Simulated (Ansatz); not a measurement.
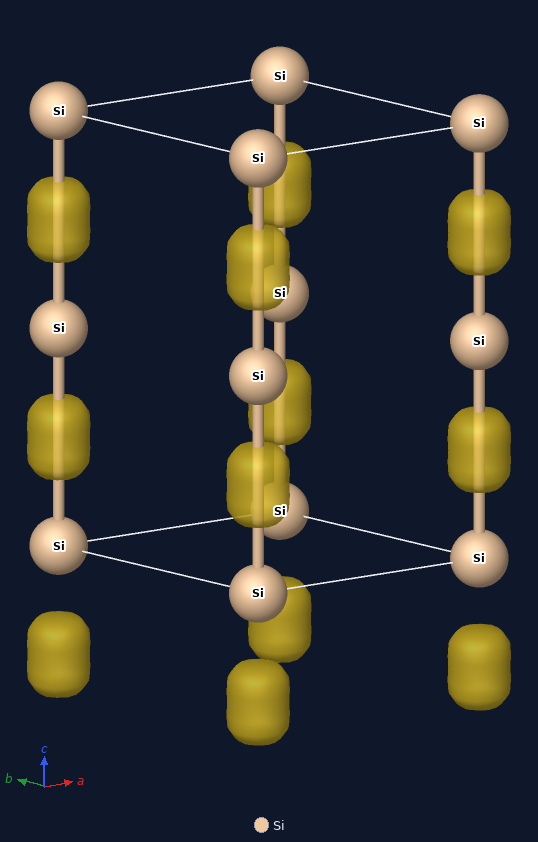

Si. Isosurface of the electron localisation function at 0.85 (yellow), seen at an oblique angle. Only the valence region is drawn (cores and ρ < 0.01 e/Å³ removed). Sticks mark near contacts.

Space group P6/mmm; a structure from a database of computed crystals, not necessarily the ambient phase.

These are results of Ansatz 0.2.0, DFT r2SCAN, scalar-relativistic, plane waves, PAW, not measurements.

Core electrons are frozen (PAW), and the valence fields are smoothed inside the atomic spheres.

Input

```
crystal:
  lattice:
    - [2.6290009014, 0.0, 0.0]
    - [-1.3145004507, 2.2767815672, 0.0]
    - [0.0, 0.0, 4.9875981514]
  atoms:
    - { symbol: Si, position: [0.0, 0.0, 0.0] }
    - { symbol: Si, position: [0.0, 0.0, 0.5] }
basis:
  ecutwfc: 500
kpoints:
  mp_grid: { grid: [12, 12, 8] }
hamiltonian:
  xc: r2scan
scf:
  occupations: { method: gaussian, width: 0.15 }
output:
  forces: true
  stress: true
  eigenvalues: true
  write_density: true
  write_potential: true
  elf: true
  volumetric_format: npy
```

Run with:

```sh
ansatz run input.yaml --threads 2 --pin off --max-ram 5120MiB --backend cpu --events-out ev --progress --plain --runs-dir out
```

Question: Where are the electrons localised?

Answer: At this value the surface marks out two regions between bonded Si–Si atoms, counted in one cell of 2 atoms. Regions shared between cells count once. Profiles from the grid: Si–Si (2.49 Å): the ELF peaks at about 0.90 between the atoms.

Question: Metal or insulator at this level of theory?

Answer: It is metallic or semimetallic at this level of theory: no gap opens.
